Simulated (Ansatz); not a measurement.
**Run report: Ru, single-point calculation**

Ru (Pm-3m, 1 atom in the cell), computed with DFT, LDA, PAW with Ansatz's default frozen-core files, scalar-relativistic, no spin polarisation (Ansatz 0.2.0).

Its volume is 0.75 times that of the source entry. It belongs to a series of runs on one base structure; here: volume scaled by 0.75, PAW files. Figures and captions count atoms from 1; the log counts them from 0 in places.

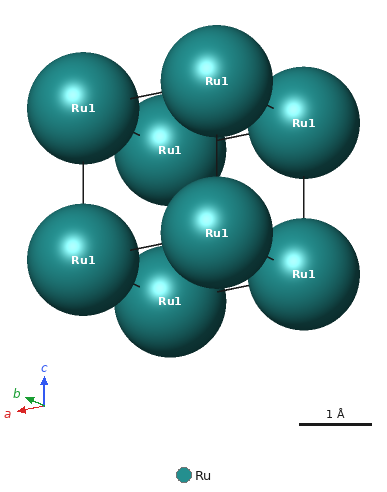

Fig. 1: The structure as given in the input (spheres-only view of the cell of the calculation, seen at an oblique angle; atoms are numbered from 1 in the order of the input). An atom can appear more than once, as a periodic image.

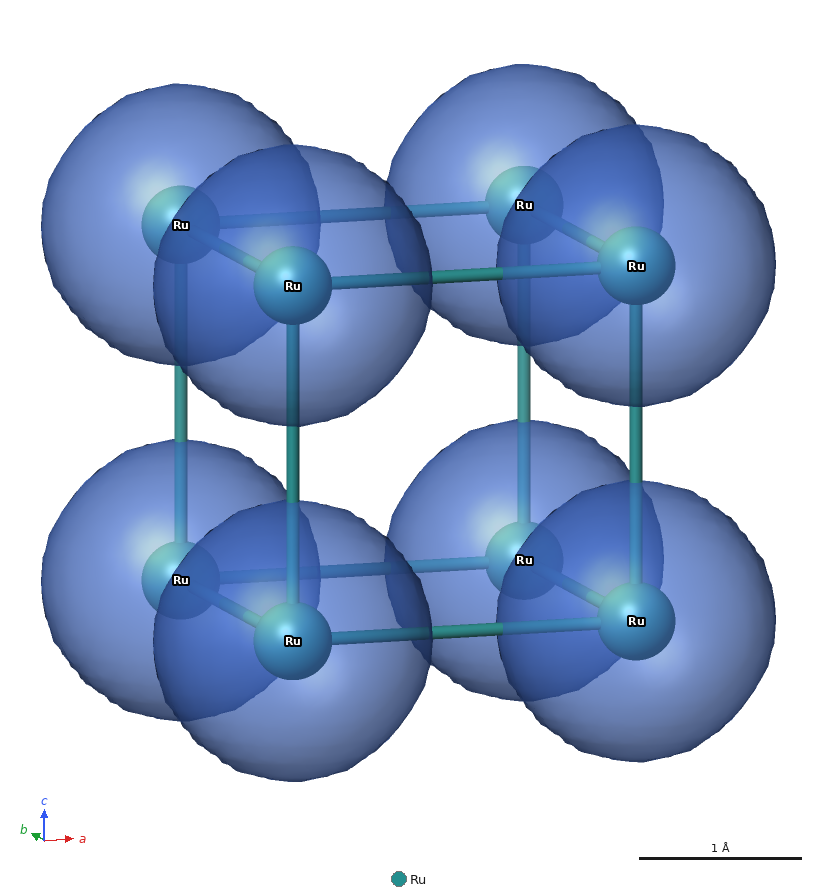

Fig. 2: Isosurface of the valence charge density (pseudo) at 1.5 e/Å³ (blue), seen slightly off an axis. Sticks mark near contacts. The outline is the cell set on symmetry axes. At this value the density breaks into separate islands; it holds about 70 % of the electrons treated as valence (semicore included). It is pinched off along the Ru–Ru (2.24 Å) contacts. On the grid the lowest density along these lines, outside the cores, is 0.87 e/Å³ (Ru–Ru, 2.24 Å). The fields are those of the smooth PAW valence density.

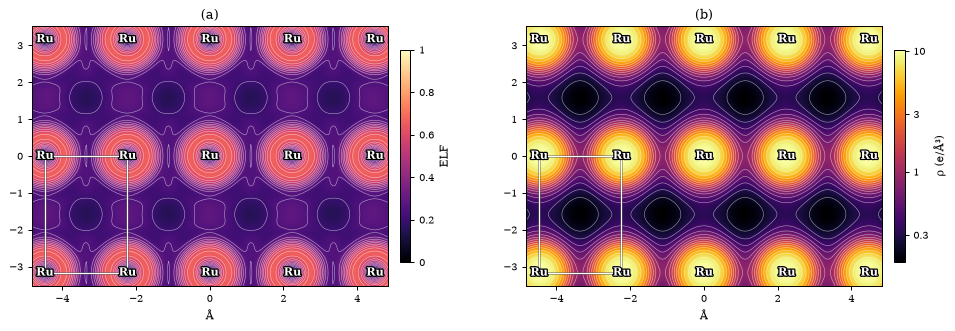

Fig. 3: (a) electron localisation function; (b) valence electron density on the (110) plane of the conventional cell. Atoms in the plane: Ru. Ru–Ru (2.24 Å): the density is about 0.87 e/Å³ at the midpoint; the ELF is about 0.25 at the midpoint (no localised pair between them). Away from the nuclei the density in this plane falls to 0.18 e/Å³ at its lowest. The strong features right at Ru lie inside the PAW spheres (semicore, d or f shells) and say nothing about bonding.

The input that produced these results follows, with the program's output.

### Input
```yaml
crystal:
  lattice:
    - [2.2389796063, 0.0, 0.0]
    - [0.0, 2.2389796063, 0.0]
    - [0.0, 0.0, 2.2389796063]
  atoms:
    - { symbol: Ru, position: [0.0, 0.0, 0.0] }
kpoints:
  mp_grid: { grid: [17, 17, 17] }
scf:
  occupations: { method: fermi_dirac, width: 0.1 }
hamiltonian:
  xc: lda
  pseudopotentials: { kind: paw }
output:
  forces: true
  stress: true
  eigenvalues: true
  populations: true
  write_density: true
  write_potential: true
  elf: true
  volumetric_format: npy
```

Launched with:
```bash
ansatz run input.yaml --threads 1 --pin off --max-ram 2048MiB --backend cpu --events-out ev --progress --plain --runs-dir out
```

### What the program printed
```
Engine: ansatz 0.2.0, aarch64-unknown-linux-gnu
Pseudopotentials: kind: paw
Pseudopotential: Ru, paw, valence charge 16, recommended cutoff 420 eV (normal), Ru.paw.azcp
Functional definition: SPW92
  exchange = slater_x
  correlation = pw_c
Crystal: 1 atoms, lattice volume = 11.224 Å³
Basis set: ecut = 420 eV, 203 PW (Γ)
Bands: 12, of which v1, the nominal top of the filled ones, is band 8 counted from 1 (7 counted from 0)
Symmetry: 48 space group operations
Space group: Pm-3m (ITA 221), of the structure as read, at distance tolerance 2.2e-5 Å
k-points: 165 of 4913
Non-local potential: Ru, projectors of the file, l = 0: 3, l = 1: 2, l = 2: 2, l = 3: 1
PAW form: soft (Blöchl's): semilocal exchange-correlation on the pseudo side does not see the compensation charge
PAW frozen core: Ru, regenerated for the run's functional, and the local potential with it (the file was generated under x = pbe(κ = 0.804, μ = 0.2195149727645171), c = pbe(β = 0.06672455060314922))
PAW one-centre angular grid: Ru, 590 points (default); XC on 64 Gauss nodes
Initial density: superposition of atomic densities (neutral atoms: chi_scale 0, normalization atom), corrected by the library's trained network
Initial wavefunctions: pseudopotential atomic-orbital guess
Functional: x = slater, c = lda
SCF iter   1: F=—  HF=-5755.798134 eV  |F-HF|=—  |Δ(HF+E_count)|=         —  Δρ=2.23e-2  dr2=4.16e-2  ethr=1.77e-3  ⟨swp⟩=5.1  Hψ=11267  notcnv=0
preconditioner: auto → none  [metal: Δε(μ)=0.048 eV  Ē_g=13.760 eV  σ=0.100 eV  W_gap=0.12  n_scr=6 (ndim 8)  ℏωp=31.3 eV  f_vac=0.000  D(μ)=0.85/eV (n_scr^D=6)  sad-step TF]
SCF iter   2: F=—  HF=-5755.787301 eV  |F-HF|=—  |Δ(HF+E_count)|=   1.08e-2  Δρ=1.11e-2  dr2=1.04e-2  ethr=2.60e-4  ⟨swp⟩=1.6  Hψ=3462  notcnv=0
SCF iter   3: F=—  HF=-5755.786011 eV  |F-HF|=—  |Δ(HF+E_count)|=   1.29e-3  Δρ=1.15e-3  dr2=6.43e-5  ethr=6.50e-5  ⟨swp⟩=2.2  Hψ=2965  notcnv=0
SCF iter   4: F=—  HF=-5755.786111 eV  |F-HF|=—  |Δ(HF+E_count)|=   9.94e-5  Δρ=2.14e-4  dr2=3.79e-6  ethr=4.02e-7  ⟨swp⟩=2.4  Hψ=2983  notcnv=0
iter 5 did not close the SCF: its close was put off for the readings that it lacked (scf_convergence_deferred on its scf_iter line)
SCF iter   5: F=-5755.786110 eV  HF=-5755.786110 eV  |F-HF|=6.59e-8  |Δ(HF+E_count)|=   4.26e-7  Δρ=3.06e-5  dr2=7.84e-8  ethr=2.37e-8  ⟨swp⟩=2.3  Hψ=3108  notcnv=0
SCF iter   6: F=-5755.786110 eV  HF=-5755.786110 eV  |F-HF|=1.12e-10  |Δ(HF+E_count)|=   3.36e-8  Δρ=9.00e-7  dr2=4.95e-11  ethr=4.90e-10  ⟨swp⟩=5.5  Hψ=11825  notcnv=0
SCF 1 converged in 6 iterations: F = -5755.786110 eV  dr2 = 4.95e-11
  greatest PAW one-centre occupation: 1.000 electrons in one spin orbital (limit 2), on the Ru atom at site 0 (counted from 0), in its partial waves of l = 0
SCF converged after 6 iterations
Free energy (F): -5755.786110 eV
Harris-Foulkes:  -5755.786110 eV  (|F-HF|=1.12e-10)
Internal energy: -5755.757478 eV  (E = F + TS)
E sigma→0 (E₀):  -5755.771794 eV
Entropy (-TS):   -0.028632 eV (-28.632 meV/atom)
Fermi energy:    29.648639 eV
--- Per-component energies (eV) ---
  E_band       = 28.782764
  E_kinetic    = 532.634989
  E_local      = -1154.944328  (includes V_loc(G=0)·N_el)
  E_nonlocal   = 355.543114
  E_hartree    = 385.072489
  E_xc         = -194.071070
  E_vxc        = -244.871311  (∫ρ·V_xc dr)
  E_paw        = -3344.867139  (= ΣΔE_a)
  E_vpaw       = -229.724647  (= ΣTr[D̂ρ^β])
  E_aug_tail   = -0.000211  (compensation charges beyond the density's cutoff)
  E_ewald      = -2335.697005
  E_core_change = 0.571685  (= ΣΔE_core)
  E_smearing   = -0.028632  (= −TS)
  E_closure    = 0.000000  (closes the sum)
  Σ components = -5755.786110   (vs F -5755.786110, Δ=0.00e0)
--- Forces (eV/Å), atoms counted from 1 ---
  atom   1  Ru     0.00000000     0.00000000     0.00000000
  max |Σ_I F_I| component: 1.23e-32 eV/Å
--- Stress (GPa, compression-positive) ---
      145.481636       0.000000       0.000000
       -0.000000     145.481636       0.000000
        0.000000       0.000000     145.481636
  P = ⅓ Tr σ = 145.4816 GPa (1454.816 kbar)
--- Band table (eV; the first three rows and the last of 165) ---
  k-point 0: bands = ["-44.4234", "-12.8880", "-12.8880", "-12.8880", "20.4034", "21.1461", "21.1461", "32.3913", "32.3913", "32.3913", "48.6496", "48.6496"]
  k-point 1: bands = ["-44.4080", "-12.9965", "-12.8788", "-12.8788", "20.5440", "21.1829", "21.3478", "32.1790", "32.1790", "32.4066", "47.9418", "48.9370"]
  k-point 2: bands = ["-44.3639", "-13.3017", "-12.8524", "-12.8524", "20.8576", "21.2896", "22.0274", "31.6075", "31.6075", "32.4512", "46.3323", "49.7313"]
  k-point 164: bands = ["-43.0718", "-14.9101", "-14.9076", "-14.9076", "21.7754", "21.8413", "21.8413", "35.6512", "35.6512", "37.3778", "46.5101", "47.2652"]
--- Löwdin populations: 1 site ---
  site symbol       q [e]
     0     Ru     15.9388
  spilling = 0.003826 (of n_electrons = 16.000000)
```

### File populations.tsv
```
# site	symbol	l	j	q
# orbitals = lowdin
# n_electrons = 16.000000
# spilling = 0.003826
0	Ru	0_4S	-	1.922938
0	Ru	0_5S	-	0.674346
0	Ru	1_4P	-	5.975256
0	Ru	2_4D	-	7.366243
```

### File rho_z.tsv
```
# z_ang	rho[e/angstrom^3]
# format = ansatz-planar-average/11
# lattice	2.238979606	0.000000000	0.000000000
# lattice	0.000000000	2.238979606	0.000000000
# lattice	0.000000000	0.000000000	2.238979606
# sites	1
# site	44	0.000000000	0.000000000	0.000000000
0.000000	2.813968e0
0.149265	2.667613e0
0.298531	2.255144e0
0.447796	1.676912e0
0.597061	1.107284e0
0.746327	6.954287e-1
0.895592	4.805588e-1
1.044857	4.013823e-1
1.194122	4.013823e-1
1.343388	4.805588e-1
1.492653	6.954287e-1
1.641918	1.107284e0
1.791184	1.676912e0
1.940449	2.255144e0
2.089714	2.667613e0
```

### Results in brief

- outcome: converged
- space group (tolerance 0.01 Å): Pm-3m (221)
- electrons treated: 16
- free energy: −5755.7861 eV
- Fermi energy: 29.649 eV
- pressure: 145.48 GPa
- largest force (length of the vector): under 0.001 eV/Å
- hardware: 1 thread of Arm Neoverse V1, 24 GiB of memory available, shared host
- wall time: 2.6 s
- peak memory: 0.27 GiB

### Remarks

The cell is under a pressure of 145 GPa at this level, so it is not at its equilibrium volume.
